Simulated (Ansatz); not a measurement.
## Geometry relaxation, with input and output: MnS (part 1 of 2)

The run: geometry relaxation of MnS (2 atoms in the cell). Method and program: DFT PBE, scalar-relativistic, plane waves, PAW, spin-polarised (Ansatz 0.2.0).

The structure derives from an entry of the Crystallography Open Database. Figures and captions count atoms from 1; the log counts them from 0 in places.

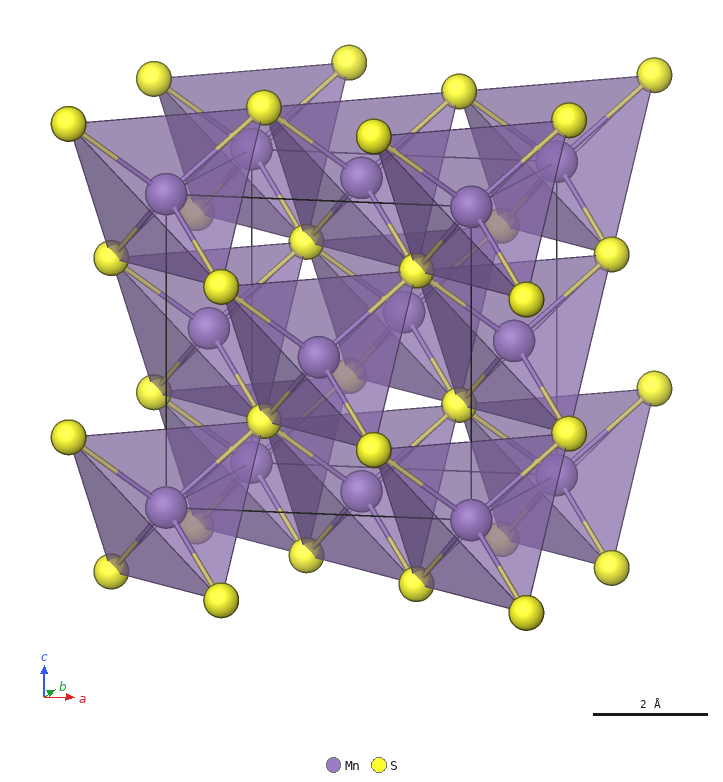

**Figure 1.** The structure as given in the input (polyhedral view of the cell 4 times as large as that of the calculation, set on its symmetry axes, seen slightly off an axis; polyhedra are completed across the faces of the cell). An atom can appear more than once, as a periodic image.

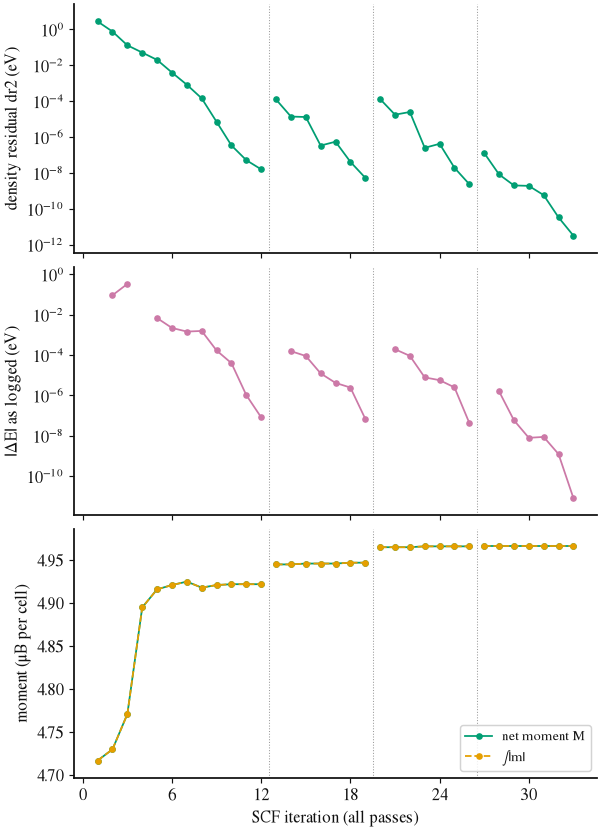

**Figure 2.** Convergence of the self-consistent field: density residual dr2, size of the energy change and magnetic moment against the SCF iteration. The dotted lines part the SCF passes of the relaxation: geometry steps, rejected trials and re-solves on a re-selected basis. The passes take 12, 7, 7 and 7 iterations. The net moment goes from 4.7 to 5.0 μB per cell.

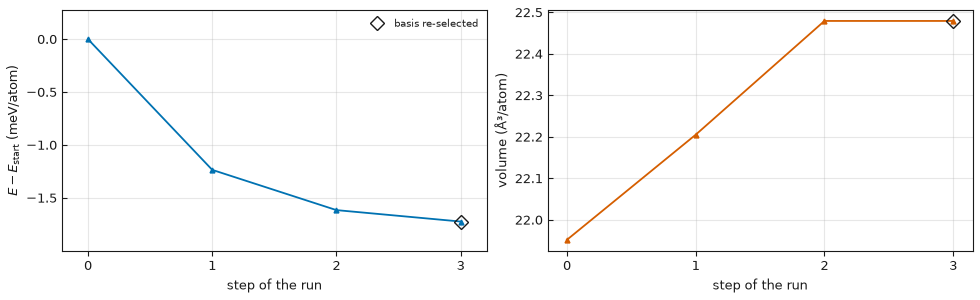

**Figure 3.** Progress of the relaxation, step by step (the first geometry is step 0 here and step 1 in the log).

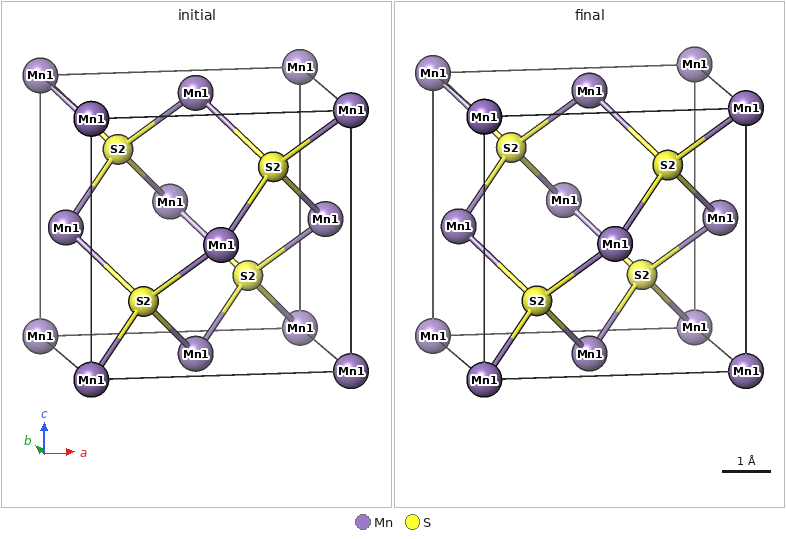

**Figure 4.** Before (left) and after (right) the relaxation, at one scale (ball-and-stick view of the cell 4 times as large as that of the calculation, set on its symmetry axes, seen slightly off an axis). Over 2 geometry steps the energy falls by 1.6 meV per atom. All forces vanish by symmetry, so only the cell relaxes. Pressure: 1.07 GPa at the start and −0.04 GPa at the end. The atoms keep their places relative to the cell (all moves are under 0.005 Å). The drawn cell changes as follows: a = b = c 5.600 → 5.644 Å (+0.8 %); the volume changes by +2.4 %. Distances before and after: Mn1–S2 2.425 → 2.444 Å. The space group stays F-43m (No. 216). A last SCF at the same geometry on a re-selected plane-wave basis shifts the energy by −0.1 meV per atom. (Atoms are counted from 1 in the order of the input.)

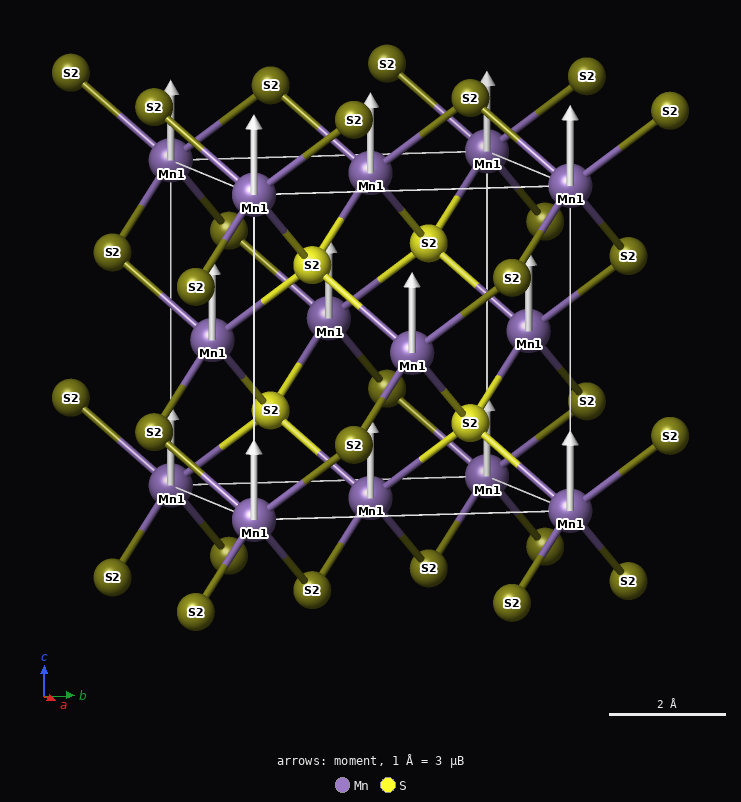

**Figure 5.** Magnetic moments of the sites as white arrows (ball-and-stick view of the cell 4 times as large as that of the calculation, set on its symmetry axes, seen slightly off an axis; neighbours outside the cell are drawn fainter; atoms are numbered from 1 in the order of the input); small moments hardly show. The run is collinear, so the axis drawn is arbitrary. Site moments: Mn1 (4.21 μB); S2 (0.13 μB). They are counted near the atoms and needn't add up to the moment of the cell.

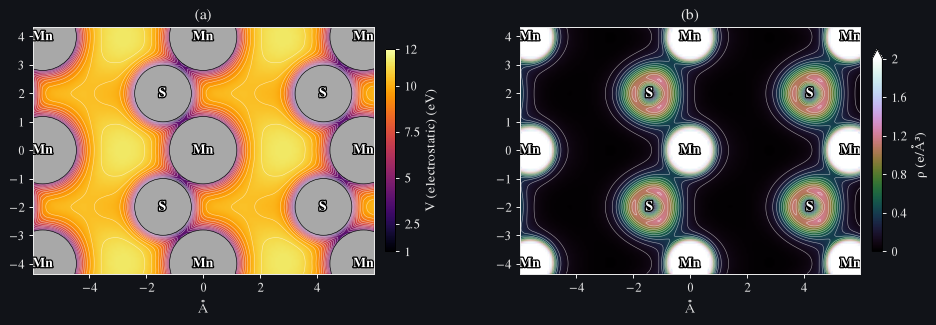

**Figure 6.** (a) electrostatic potential (local pseudopotential plus Hartree) felt by an electron; (b) valence pseudo-density on the (011) plane of the conventional cell. Grey discs, where drawn, cover atomic cores. Atoms in the plane: Mn and S. Mn–S (2.44 Å): ρ at the midpoint is about 0.44 e/Å³. Away from the nuclei the density in this plane falls to 0.01 e/Å³ at its lowest. Outside the cores the potential energy rises away from the atoms and is highest about 2.4 Å from the nearest atoms; outside the discs it spans about 10 eV, and its zero is arbitrary. The fields are those of the smooth PAW valence density.

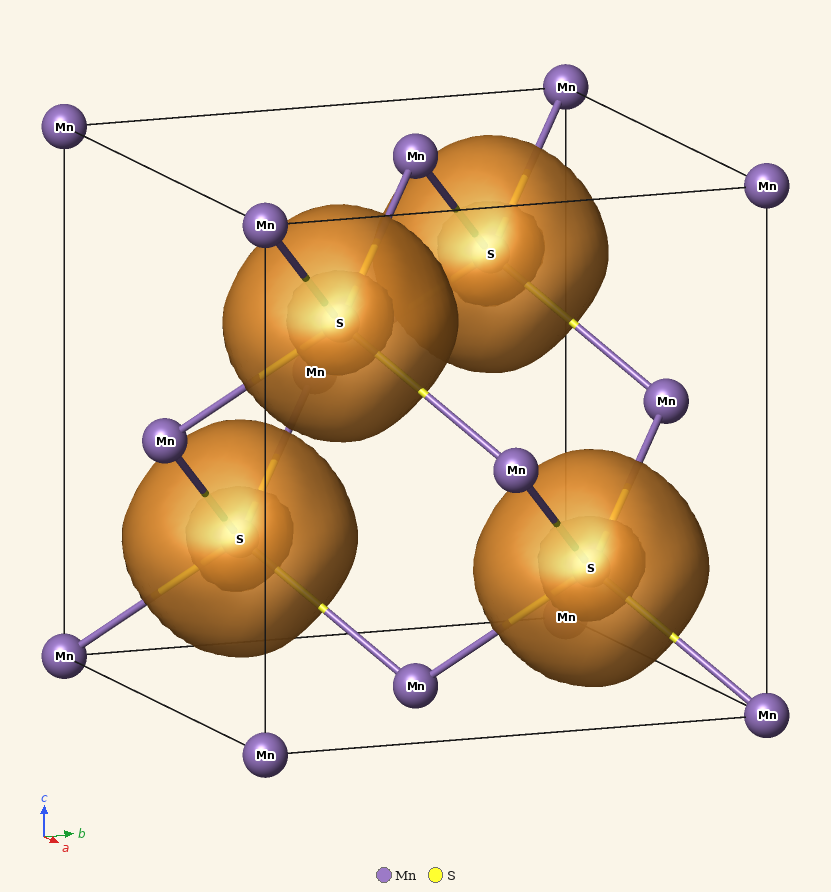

**Figure 7.** Isosurface of the ELF at 0.7 (orange), seen slightly off an axis. Only the valence region is drawn (cores and ρ < 0.01 e/Å³ removed). Sticks mark near contacts. The outline is the cell set on symmetry axes. Along the contacts the grid gives the following. Mn–S (2.44 Å): the ELF is about 0.50 at the midpoint; no shared pair; the contact is polar.

The input and output of the run follow.

## Input file
```yaml
crystal:
  lattice:
    - [0.0, -2.8, -2.8]
    - [2.8, 0.0, -2.8]
    - [2.8, -2.8, 0.0]
  atoms:
    - { symbol: Mn, position: [0.0, 0.0, 0.0], spin: 4.57 }
    - { symbol: S, position: [0.75, 0.75, 0.75], spin: 0.13 }
basis:
  ecutwfc: 420
kpoints:
  mp_grid: { grid: [14, 14, 14] }
hamiltonian:
  xc: pbe
scf:
  occupations: { method: gaussian, width: 0.1 }
output:
  forces: true
  stress: true
  eigenvalues: true
  populations: true
  write_density: true
  write_potential: true
  elf: true
  volumetric_format: npy
magnetization:
  spin_polarized: true
relax:
  adjacent_minimum: "off"
  f_tol: 0.005
  max_steps: 80
  cell: { stress_tol: 0.05 }
```

Command:
```bash
ansatz run input.yaml --threads 2 --pin off --max-ram 5120MiB --backend cpu --events-out ev --progress --plain --runs-dir out
```

## Log
```
Engine: ansatz 0.2.0, x86_64-unknown-linux-gnu
Pseudopotentials: kind: paw
Pseudopotential: Mn, paw, valence charge 15, recommended cutoff 420 eV (normal), Mn.paw.azcp
Pseudopotential: S, paw, valence charge 6, recommended cutoff 420 eV (normal), S.paw.azcp
Functional definition: PBE
  parameter kappa = 0.804
  parameter beta = 0.06672455060314922
  exchange = pbe_x(kappa = kappa, mu = beta*pi^2/3)
  correlation = pbe_c(beta = beta)
Crystal: 2 atoms, lattice volume = 43.904 Å³
Basis set: ecut = 420 eV, 869 PW (Γ), exchange–correlation on 54×54×54 points (8 copies of the dense FFT grid, shifted against one another)
Bands: 17, of which v1, the nominal top of the filled ones, is band 11 counted from 1 (10 counted from 0)
Symmetry: 24 space group operations
Space group: F-43m (ITA 216), of the structure as read, at distance tolerance 3.5e-5 Å
Magnetic group: BNS 216.74 (UNI 1576), of the structure as read, at distance tolerance 3.5e-5 Å
k-points: 104 of 2744 (time reversal used)
Non-local potential: Mn, projectors of the file, l = 0: 3, l = 1: 2, l = 2: 3, l = 3: 1
Non-local potential: S, projectors of the file, l = 0: 2, l = 1: 2, l = 2: 2
PAW form: soft (Blöchl's): semilocal exchange-correlation on the pseudo side does not see the compensation charge
PAW one-centre angular grid: Mn, 590 points (default); XC on 64 Gauss nodes
PAW one-centre angular grid: S, 110 points (default); XC on 64 Gauss nodes
Initial density: superposition of atomic densities (chi_scale 0.1, normalization cell, long waves kept (reshape's long-wave potential 0.00 eV rms))
Starting moments: Σ|m| = 4.7 μB on 2 of 2 sites
Initial wavefunctions: pseudopotential atomic-orbital guess
Functional: x = pbe(κ = 0.804, μ = 0.2195149727645171), c = pbe(β = 0.06672455060314922)
SCF iter   1: F=—  HF=-4801.237920 eV  |F-HF|=—  |Δ(HF+E_count)|=         —  Δρ=5.05e-2 (↑5.05e-2 ↓3.25e-2)  dr2=2.79e0  dr2_m=5.80e-2  M=4.717 μB ∫|m|=4.717 μB  β_m=0.30  ethr=3.10e-3  ⟨swp⟩=4.5  Hψ=16740  notcnv=0
Mixer restart at iter 1: flushing history
preconditioner: auto → Kerker (q_TF=auto, 2.413 Å⁻¹)  [metal: Δε(μ)=0.005 eV  Ē_g=9.171 eV  σ=0.100 eV  W_gap=0.03  n_scr=14 (ndim 8)  ℏωp=20.2 eV  f_vac=0.000  D(μ)=1.62/eV (n_scr^D=14)]
spin=Collinear: Kerker preconditioning applied to the charge; magnetization (m = ρ↑ − ρ↓) channel mixes plain (no charge-response kernel on spin).
SCF iter   2: F=—  HF=-4801.330904 eV  |F-HF|=—  |Δ(HF+E_count)|=   9.30e-2  Δρ=2.00e-2 (↑2.00e-2 ↓1.87e-2)  dr2=7.63e-1  dr2_m=6.97e-3  M=4.730 μB ∫|m|=4.730 μB  β_m=0.41  ethr=3.10e-3  ⟨swp⟩=2.6  Hψ=7732  notcnv=0  defer=365
SCF iter   3: F=—  HF=-4801.669628 eV  |F-HF|=—  |Δ(HF+E_count)|=   3.39e-1  Δρ=8.09e-3 (↑6.58e-3 ↓8.09e-3)  dr2=1.31e-1  dr2_m=1.80e-3  M=4.771 μB ∫|m|=4.771 μB  β_m=0.67  ethr=3.10e-3  ⟨swp⟩=2.0  Hψ=5134  notcnv=0  defer=370
SCF iter   4: F=—  HF=-4801.837109 eV  |F-HF|=—  |Δ(HF+E_count)|=         —  Δρ=6.63e-3 (↑4.07e-3 ↓6.63e-3)  dr2=5.16e-2  dr2_m=5.16e-3  M=4.895 μB ∫|m|=4.895 μB  β_m=0.67  ethr=6.22e-4  ⟨swp⟩=2.1  Hψ=6220  notcnv=0  defer=367
Mixer restart at iter 4: flushing history
SCF iter   5: F=—  HF=-4801.843955 eV  |F-HF|=—  |Δ(HF+E_count)|=   6.85e-3  Δρ=3.60e-3 (↑3.50e-3 ↓3.60e-3)  dr2=2.01e-2  dr2_m=2.99e-3  M=4.916 μB ∫|m|=4.916 μB  β_m=0.83  ethr=2.46e-4  ⟨swp⟩=2.5  Hψ=5472  notcnv=0  defer=365
SCF iter   6: F=—  HF=-4801.846175 eV  |F-HF|=—  |Δ(HF+E_count)|=   2.22e-3  Δρ=3.48e-3 (↑3.48e-3 ↓8.72e-4)  dr2=3.97e-3  dr2_m=1.19e-3  M=4.921 μB ∫|m|=4.921 μB  β_m=0.69  ethr=9.55e-5  ⟨swp⟩=2.0  Hψ=5802  notcnv=0  defer=365
SCF iter   7: F=—  HF=-4801.844701 eV  |F-HF|=—  |Δ(HF+E_count)|=   1.47e-3  Δρ=9.62e-4 (↑5.87e-4 ↓9.62e-4)  dr2=8.33e-4  dr2_m=9.99e-5  M=4.925 μB ∫|m|=4.925 μB  β_m=0.84  ethr=1.89e-5  ⟨swp⟩=2.0  Hψ=6317  notcnv=0  defer=365
SCF iter   8: F=—  HF=-4801.846277 eV  |F-HF|=—  |Δ(HF+E_count)|=   1.58e-3  Δρ=3.34e-4 (↑3.34e-4 ↓2.86e-4)  dr2=1.45e-4  dr2_m=2.06e-6  M=4.918 μB ∫|m|=4.918 μB  β_m=0.92  ethr=3.97e-6  ⟨swp⟩=2.0  Hψ=5150  notcnv=0  defer=365
SCF iter   9: F=—  HF=-4801.846447 eV  |F-HF|=—  |Δ(HF+E_count)|=   1.70e-4  Δρ=7.41e-5 (↑5.84e-5 ↓7.41e-5)  dr2=7.14e-6  dr2_m=1.65e-7  M=4.921 μB ∫|m|=4.921 μB  β_m=0.96  ethr=6.92e-7  ⟨swp⟩=2.0  Hψ=5100  notcnv=0  defer=365
SCF iter  10: F=—  HF=-4801.846486 eV  |F-HF|=—  |Δ(HF+E_count)|=   3.99e-5  Δρ=2.73e-5 (↑2.73e-5 ↓1.81e-5)  dr2=3.44e-7  dr2_m=1.48e-7  M=4.922 μB ∫|m|=4.922 μB  β_m=0.98  ethr=3.40e-8  ⟨swp⟩=2.0  Hψ=4913  notcnv=0  defer=365
SCF iter  11: F=—  HF=-4801.846487 eV  |F-HF|=—  |Δ(HF+E_count)|=   1.04e-6  Δρ=7.56e-6 (↑7.56e-6 ↓3.86e-6)  dr2=5.19e-8  dr2_m=4.59e-9  M=4.922 μB ∫|m|=4.922 μB  β_m=0.99  ethr=1.64e-9  ⟨swp⟩=2.0  Hψ=4908  notcnv=0  defer=365
SCF iter  12: F=-4801.846488 eV  HF=-4801.846488 eV  |F-HF|=4.72e-9  |Δ(HF+E_count)|=   8.22e-8  Δρ=2.76e-6 (↑2.76e-6 ↓2.41e-6)  dr2=1.60e-8  dr2_m=9.14e-11  M=4.922 μB ∫|m|=4.922 μB  ethr=2.47e-10  ⟨swp⟩=7.9  Hψ=21760  notcnv=0
SCF 1 converged in 12 iterations: F = -4801.846488 eV  dr2 = 1.60e-8
  greatest PAW one-centre occupation: 1.003 electrons in one spin orbital (limit 2), on the Mn atom at site 0 (counted from 0), in its partial waves of l = 1
relax step   1: F+E_penalty+E_count = -4801.84648758 eV  Δ(F+E_penalty+E_count) = +0.000e0 eV  max|allowed force component| = 8.095e-17 eV/Å  Δτ_max = 0.0000 Å  P = +1.074 GPa  Ω = 43.904 Å³  (12 SCF iters, dr2 threshold 1.00e-7 eV, accepted)
```
